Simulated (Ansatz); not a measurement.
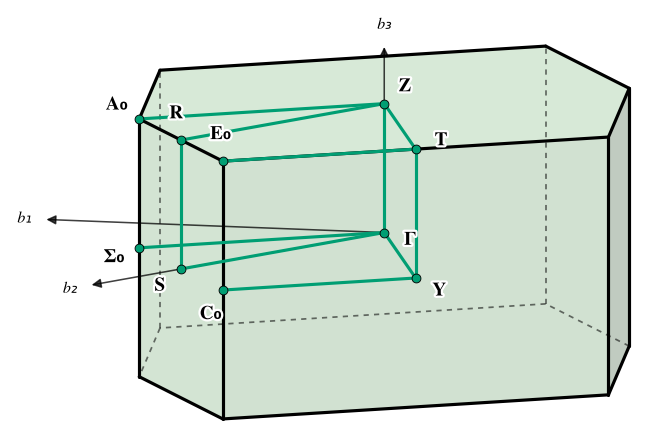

For Se, the input geometry of an electronic-structure calculation (not necessarily at equilibrium): the figure shows the first Brillouin zone with its special points and a band path. All values are computed from the atomic coordinates in the standard setting (tolerance 0.002 Å).

Labels and path follow the convention of Hinuma et al. (2017), as computed by seekpath; the arrows show the directions of the reciprocal primitive vectors b₁, b₂, b₃.

### Which Bravais lattice has this zone?

A base-centred orthorhombic lattice (oC; extended symbol oC1). The zone is a hexagonal prism in its combinatorial type: 8 faces (6 with 4 edges, 2 with 6 edges), 18 edges, 12 vertices.

### Write the standard path through the labelled points.

Γ–Y–C₀ | Σ₀–Γ–Z–A₀ | E₀–T–Y | Γ–S–R–Z–T
